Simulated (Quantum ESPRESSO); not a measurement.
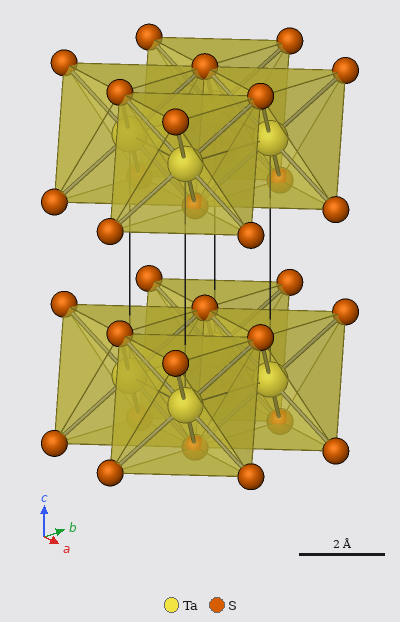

**Figure 1.** The structure (polyhedral view of the cell of the calculation, seen slightly off an axis; polyhedra are completed across the faces of the cell).

## TaS₂: relaxation of cell and atoms (part 1 of 3)

The run: relaxation of cell and atoms of TaS₂ (P-3m1, 3 atoms in the cell). Method and program: Kohn-Sham DFT of a periodic cell, PBE with rVV10, PseudoDojo 0.4.1 SR PBE standard, no spin polarisation (Quantum ESPRESSO 7.5).

The structure derives from an entry of the Crystallography Open Database.

### Input file
```
&CONTROL
  calculation = 'vc-relax'
  prefix = 'pwscf'
  outdir = './tmp'
  pseudo_dir = './pseudo'
  tprnfor = .true.
  tstress = .true.
  disk_io = 'low'
  nstep = 40
  forc_conv_thr = 0.0004
  etot_conv_thr = 1d-05
/
&SYSTEM
  ibrav = 0
  nat = 3
  ntyp = 2
  ecutwfc = 58
  nbnd = 19
  input_dft = 'sla+pw+pbx+pbc+vv10'
  occupations = 'smearing'
  smearing = 'fd'
  degauss = 0.00367493
/
&ELECTRONS
  conv_thr = 6d-10
  electron_maxstep = 120
  mixing_beta = 0.5
/
&IONS
  ion_dynamics = 'bfgs'
/
&CELL
  cell_dynamics = 'bfgs'
  press = 0
  press_conv_thr = 0.3
/
ATOMIC_SPECIES
Ta   180.9479 Ta.upf
S     32.0600 S.upf
CELL_PARAMETERS angstrom
   3.3500000000    0.0000000000    0.0000000000
  -1.6750000000    2.9011851027    0.0000000000
   0.0000000000    0.0000000000    5.8600000000
ATOMIC_POSITIONS crystal
Ta     0.0000000000    0.0000000000    0.0000000000
S      0.6666666667    0.3333333333    0.7500000000
S      0.3333333333    0.6666666667    0.2500000000
K_POINTS automatic
9 9 5 0 0 0
```

Run on 1 thread of AMD EPYC (Zen 3), 24 GiB of memory available, shared host.

Launched with:
```bash
OMP_NUM_THREADS=1 pw.x -in pw.in > pw.out
```

### The program's output
```
This program is part of the open-source Quantum ESPRESSO suite
     for quantum simulation of materials; please cite
         "P. Giannozzi et al., J. Phys.:Condens. Matter 21 395502 (2009);
         "P. Giannozzi et al., J. Phys.:Condens. Matter 29 465901 (2017);
         "P. Giannozzi et al., J. Chem. Phys. 152 154105 (2020);
          URL
     in publications or presentations arising from this work. More details at

     IMPORTANT: XC functional enforced from input :
     Exchange-correlation= SLA+PW+PBX+PBC+VV10
                           (   1   4   3   4  26   0   0)
     Any further DFT definition will be discarded
     Please, verify this is what you really want

     Message from routine setup:
     using ibrav=0 with symmetry is DISCOURAGED, use correct ibrav instead

     G-vector sticks info
     --------------------
     sticks:   dense  smooth     PW     G-vecs:    dense   smooth      PW
     Sum         649     649    199                22937    22937    3755

     Using Slab Decomposition

     bravais-lattice index     =            0
     lattice parameter (alat)  =       6.3306  a.u.
     unit-cell volume          =     384.3390 (a.u.)^3
     number of atoms/cell      =            3
     number of atomic types    =            2
     number of electrons       =        25.00
     number of Kohn-Sham states=           19
     kinetic-energy cutoff     =      58.0000  Ry
     charge density cutoff     =     232.0000  Ry
     scf convergence threshold =      6.0E-10
     mixing beta               =       0.5000
     number of iterations used =            8  plain     mixing
     energy convergence thresh.=      1.0E-05
     force convergence thresh. =      4.0E-04
     press convergence thresh. =      3.0E-01
     Exchange-correlation= SLA+PW+PBX+PBC+VV10
                           (   1   4   3   4  26   0   0)
     nstep                     =           40

     celldm(1)=   6.330583  celldm(2)=   0.000000  celldm(3)=   0.000000
     celldm(4)=   0.000000  celldm(5)=   0.000000  celldm(6)=   0.000000

     crystal axes: (cart. coord. in units of alat)
               a(1) = (   1.000000   0.000000   0.000000 )
               a(2) = (  -0.500000   0.866025   0.000000 )
               a(3) = (   0.000000   0.000000   1.749254 )

     reciprocal axes: (cart. coord. in units 2 pi/alat)
               b(1) = (  1.000000  0.577350 -0.000000 )
               b(2) = (  0.000000  1.154701  0.000000 )
               b(3) = (  0.000000 -0.000000  0.571672 )

     PseudoPot. # 1 for Ta read from file:
     Ta.upf
     Pseudo is Norm-conserving + core correction, Zval = 13.0
     Generated using ONCVPSP code by D. R. Hamann
     Using radial grid of 1450 points,  8 beta functions with:
                l(1) =   0
                l(2) =   0
                l(3) =   1
                l(4) =   1
                l(5) =   2
                l(6) =   2
                l(7) =   3
                l(8) =   3

     PseudoPot. # 2 for S  read from file:
     S.upf
     Pseudo is Norm-conserving + core correction, Zval =  6.0
     Generated using ONCVPSP code by D. R. Hamann
     Using radial grid of 1146 points,  6 beta functions with:
                l(1) =   0
                l(2) =   0
                l(3) =   1
                l(4) =   1
                l(5) =   2
                l(6) =   2

     atomic species   valence    mass     pseudopotential
     Ta               13.00   180.94790     Ta( 1.00)
     S                 6.00    32.06000     S ( 1.00)

     12 Sym. Ops., with inversion, found

   Cartesian axes

     site n.     atom                  positions (alat units)
         1        Ta     tau(   1) = (   0.0000000   0.0000000   0.0000000  )
         2        S      tau(   2) = (   0.5000000   0.2886751   1.3119403  )
         3        S      tau(   3) = (  -0.0000000   0.5773503   0.4373134  )

     number of k points=    50  Fermi-Dirac smearing, width (Ry)=  0.0037
                       cart. coord. in units 2pi/alat
        k(    1) = (   0.0000000   0.0000000   0.0000000), wk =   0.0049383
        k(    2) = (   0.0000000   0.0000000   0.1143345), wk =   0.0098765
        k(    3) = (   0.0000000   0.0000000   0.2286689), wk =   0.0098765
        k(    4) = (   0.0000000   0.1283001   0.0000000), wk =   0.0296296
        k(    5) = (   0.0000000   0.1283001   0.1143345), wk =   0.0296296
        k(    6) = (   0.0000000   0.1283001   0.2286689), wk =   0.0296296
        k(    7) = (   0.0000000   0.2566001   0.0000000), wk =   0.0296296
        k(    8) = (   0.0000000   0.2566001   0.1143345), wk =   0.0296296
        k(    9) = (   0.0000000   0.2566001   0.2286689), wk =   0.0296296
        k(   10) = (   0.0000000   0.3849002   0.0000000), wk =   0.0296296
        k(   11) = (   0.0000000   0.3849002   0.1143345), wk =   0.0296296
        k(   12) = (   0.0000000   0.3849002   0.2286689), wk =   0.0296296
        k(   13) = (   0.0000000   0.5132002   0.0000000), wk =   0.0296296
        k(   14) = (   0.0000000   0.5132002   0.1143345), wk =   0.0296296
        k(   15) = (   0.0000000   0.5132002   0.2286689), wk =   0.0296296
        k(   16) = (   0.1111111   0.1924501   0.0000000), wk =   0.0296296
        k(   17) = (   0.1111111   0.1924501   0.1143345), wk =   0.0592593
        k(   18) = (   0.1111111   0.1924501   0.2286689), wk =   0.0592593
        k(   19) = (   0.1111111   0.3207501   0.0000000), wk =   0.0592593
        k(   20) = (   0.1111111   0.3207501   0.1143345), wk =   0.0592593
        k(   21) = (   0.1111111   0.3207501   0.2286689), wk =   0.0592593
        k(   22) = (   0.1111111   0.4490502   0.0000000), wk =   0.0592593
        k(   23) = (   0.1111111   0.4490502   0.1143345), wk =   0.0592593
        k(   24) = (   0.1111111   0.4490502   0.2286689), wk =   0.0592593
        k(   25) = (   0.1111111   0.5773503   0.0000000), wk =   0.0296296
        k(   26) = (   0.1111111   0.5773503   0.1143345), wk =   0.0592593
        k(   27) = (   0.1111111   0.5773503   0.2286689), wk =   0.0592593
        k(   28) = (   0.2222222   0.3849002   0.0000000), wk =   0.0296296
        k(   29) = (   0.2222222   0.3849002   0.1143345), wk =   0.0592593
        k(   30) = (   0.2222222   0.3849002   0.2286689), wk =   0.0592593
        k(   31) = (   0.2222222   0.5132002   0.0000000), wk =   0.0592593
        k(   32) = (   0.2222222   0.5132002   0.1143345), wk =   0.0592593
        k(   33) = (   0.2222222   0.5132002   0.2286689), wk =   0.0592593
        k(   34) = (   0.3333333   0.5773503   0.0000000), wk =   0.0098765
        k(   35) = (   0.3333333   0.5773503   0.1143345), wk =   0.0197531
        k(   36) = (   0.3333333   0.5773503   0.2286689), wk =   0.0197531
        k(   37) = (   0.0000000   0.1283001  -0.1143345), wk =   0.0296296
        k(   38) = (   0.0000000   0.1283001  -0.2286689), wk =   0.0296296
        k(   39) = (   0.0000000   0.2566001  -0.1143345), wk =   0.0296296
        k(   40) = (   0.0000000   0.2566001  -0.2286689), wk =   0.0296296
        k(   41) = (   0.0000000   0.3849002  -0.1143345), wk =   0.0296296
        k(   42) = (   0.0000000   0.3849002  -0.2286689), wk =   0.0296296
        k(   43) = (   0.0000000   0.5132002  -0.1143345), wk =   0.0296296
        k(   44) = (   0.0000000   0.5132002  -0.2286689), wk =   0.0296296
        k(   45) = (  -0.1111111   0.3207501  -0.1143345), wk =   0.0592593
        k(   46) = (  -0.1111111   0.3207501  -0.2286689), wk =   0.0592593
        k(   47) = (  -0.1111111   0.4490502  -0.1143345), wk =   0.0592593
        k(   48) = (  -0.1111111   0.4490502  -0.2286689), wk =   0.0592593
        k(   49) = (  -0.2222222   0.5132002  -0.1143345), wk =   0.0592593
        k(   50) = (  -0.2222222   0.5132002  -0.2286689), wk =   0.0592593

     Dense  grid:    22937 G-vectors     FFT dimensions: (  32,  32,  54)

     Initial potential from superposition of free atoms

     starting charge      24.9990, renormalised to      25.0000

Carrying out rVV10 run using the following parameters:
Nqs =      20    Nr_points =    1024   r_max =   100.000
b_value =  6.30000    beta =  0.00901
     q_mesh =  0.00010000  0.00030000  0.00058939  0.00100810
               0.00161396  0.00249058  0.00375900  0.00559430
               0.00824984  0.01209221  0.01765183  0.02569619
               0.03733578  0.05417739  0.07854596  0.11380545
               0.16482331  0.23864234  0.34545298  0.50000000

Gradients computed in Reciprocal space

     Starting wfcs are   18 randomized atomic wfcs +    1 random wfcs

     Self-consistent Calculation

     iteration #  1     ecut=    58.00 Ry     beta= 0.50
     Davidson diagonalization with overlap
     ethr =  1.00E-02,  avg # of iterations =  5.0

     Threshold (ethr) on eigenvalues was too large:
     Diagonalizing with lowered threshold

     Davidson diagonalization with overlap
     ethr =  4.73E-04,  avg # of iterations =  2.0

     total energy              =    -174.40407429 Ry
     estimated scf accuracy    <       0.12545293 Ry

     iteration #  2     ecut=    58.00 Ry     beta= 0.50
     Davidson diagonalization with overlap
     ethr =  5.02E-04,  avg # of iterations =  2.0

     total energy              =    -174.41693777 Ry
     estimated scf accuracy    <       0.05215143 Ry

     iteration #  3     ecut=    58.00 Ry     beta= 0.50
     Davidson diagonalization with overlap
     ethr =  2.09E-04,  avg # of iterations =  2.5

     total energy              =    -174.42972310 Ry
     estimated scf accuracy    <       0.02196226 Ry

     iteration #  4     ecut=    58.00 Ry     beta= 0.50
     Davidson diagonalization with overlap
     ethr =  8.78E-05,  avg # of iterations =  1.4

     total energy              =    -174.43253745 Ry
     estimated scf accuracy    <       0.00063029 Ry

     iteration #  5     ecut=    58.00 Ry     beta= 0.50
     Davidson diagonalization with overlap
     c_bands:  1 eigenvalues not converged
     ethr =  2.52E-06,  avg # of iterations =  6.3

     total energy              =    -174.43259901 Ry
     estimated scf accuracy    <       0.00010478 Ry

     iteration #  6     ecut=    58.00 Ry     beta= 0.50
     Davidson diagonalization with overlap
     ethr =  4.19E-07,  avg # of iterations =  2.0

     total energy              =    -174.43261879 Ry
     estimated scf accuracy    <       0.00000122 Ry

     iteration #  7     ecut=    58.00 Ry     beta= 0.50
     Davidson diagonalization with overlap
     ethr =  4.90E-09,  avg # of iterations =  3.7

     total energy              =    -174.43261939 Ry
     estimated scf accuracy    <       0.00000007 Ry

     iteration #  8     ecut=    58.00 Ry     beta= 0.50
     Davidson diagonalization with overlap
     ethr =  2.92E-10,  avg # of iterations =  2.9

     total energy              =    -174.43261941 Ry
     estimated scf accuracy    <          4.6E-09 Ry

     iteration #  9     ecut=    58.00 Ry     beta= 0.50
     Davidson diagonalization with overlap
     ethr =  1.83E-11,  avg # of iterations =  2.7

     total energy              =    -174.43261942 Ry
     estimated scf accuracy    <          7.5E-10 Ry

     iteration # 10     ecut=    58.00 Ry     beta= 0.50
     Davidson diagonalization with overlap
     ethr =  3.00E-12,  avg # of iterations =  2.1

     End of self-consistent calculation

          k = 0.0000 0.0000 0.0000 (  2901 PWs)   bands (ev):

   -58.1099 -24.5980 -24.5597 -24.5597  -4.5526  -2.4545   3.5913   6.3489
     6.3489   9.2756   9.8224   9.8224  10.6460  10.6460  10.8828  14.7147
    14.7147  15.7193  16.0461

          k = 0.0000 0.0000 0.1143 (  2889 PWs)   bands (ev):

   -58.1099 -24.5980 -24.5597 -24.5597  -4.4735  -2.6192   3.9397   6.3586
     6.3586   8.4234   9.7736   9.7736  10.6357  10.6357  11.3958  14.8551
    14.8551  15.7236  16.5766

          k = 0.0000 0.0000 0.2287 (  2865 PWs)   bands (ev):

   -58.1099 -24.5981 -24.5597 -24.5597  -4.3153  -2.9054   4.6871   6.3747
     6.3747   7.2375   9.6973   9.6973  10.6187  10.6187  11.8192  15.0966
    15.0966  15.9369  17.4539

          k = 0.0000 0.1283 0.0000 (  2877 PWs)   bands (ev):

   -58.1084 -24.5965 -24.5908 -24.5680  -4.3595  -2.4644   3.8220   6.0501
     6.4503   8.5458   9.1619   9.3912  10.6420  11.3450  11.3477  14.3219
    14.6925  16.6817  16.8642

          k = 0.0000 0.1283 0.1143 (  2888 PWs)   bands (ev):

   -58.1084 -24.5964 -24.5908 -24.5680  -4.2829  -2.6107   4.1230   6.0306
     6.4414   8.3968   8.7920   9.1870  10.7009  11.3452  11.8321  14.4737
    14.6162  16.5354  17.4114

          k = 0.0000 0.1283 0.2287 (  2867 PWs)   bands (ev):

   -58.1084 -24.5965 -24.5909 -24.5680  -4.1240  -2.8789   4.8355   5.7997
     6.4605   7.8631   8.4231   9.1125  10.7458  11.3338  12.2930  14.5277
    14.8461  16.7320  17.9808

          k = 0.0000 0.2566 0.0000 (  2877 PWs)   bands (ev):

   -58.1045 -24.6878 -24.5889 -24.5730  -3.8359  -2.4862   4.4379   5.6175
     6.6334   6.7093   8.5072   9.0347  10.2756  12.0205  12.0834  14.6830
    14.9102  17.6001  18.1329

          k = 0.0000 0.2566 0.1143 (  2875 PWs)   bands (ev):

   -58.1045 -24.6878 -24.5889 -24.5730  -3.7805  -2.5669   4.4620   5.7692
     6.5545   6.5925   8.5899   9.0352  10.1495  12.1321  12.5472  14.3919
    14.6510  17.1502  17.7794

          k = 0.0000 0.2566 0.2287 (  2857 PWs)   bands (ev):

   -58.1045 -24.6878 -24.5889 -24.5731  -3.6266  -2.7859   4.7785   5.6666
     6.5972   6.6829   8.4415   8.5569  10.2844  12.1767  12.9533  14.0745
    14.7071  17.1648  17.6112

          k = 0.0000 0.3849 0.0000 (  2869 PWs)   bands (ev):

   -58.1000 -24.7897 -24.6126 -24.5525  -3.1886  -2.4592   4.6282   5.4320
     5.8237   6.6399   8.0203   8.2970   9.9753  12.5946  12.8246  15.4203
    15.5861  17.0028  17.4220

          k = 0.0000 0.3849 0.1143 (  2862 PWs)   bands (ev):

   -58.1000 -24.7897 -24.6126 -24.5526  -3.2153  -2.4097   4.3859   5.1751
     6.1952   6.5737   8.4259   8.5351   9.7154  12.6220  13.2327  14.8992
    15.0864  16.3396  16.6982

          k = 0.0000 0.3849 0.2287 (  2861 PWs)   bands (ev):

   -58.1000 -24.7897 -24.6126 -24.5526  -3.1351  -2.5075   4.3539   5.1045
     6.4988   6.5373   8.4339   8.4841   9.6639  12.6927  13.1788  14.8760
    14.9062  16.2822  16.4056

          k = 0.0000 0.5132 0.0000 (  2866 PWs)   bands (ev):

   -58.0971 -24.8551 -24.6279 -24.5391  -2.8682  -2.2291   3.7303   5.7472
     6.2154   6.5313   7.2022   8.3320   9.8278  13.0115  13.5317  15.1089
    15.7925  16.3409  17.7635

          k = 0.0000 0.5132 0.1143 (  2868 PWs)   bands (ev):

   -58.0971 -24.8551 -24.6279 -24.5392  -2.9371  -2.1277   3.6585   5.2888
     6.4237   6.4722   7.8084   8.4533   9.6744  13.0038  13.5469  15.0695
    15.4764  16.0013  16.7803
```
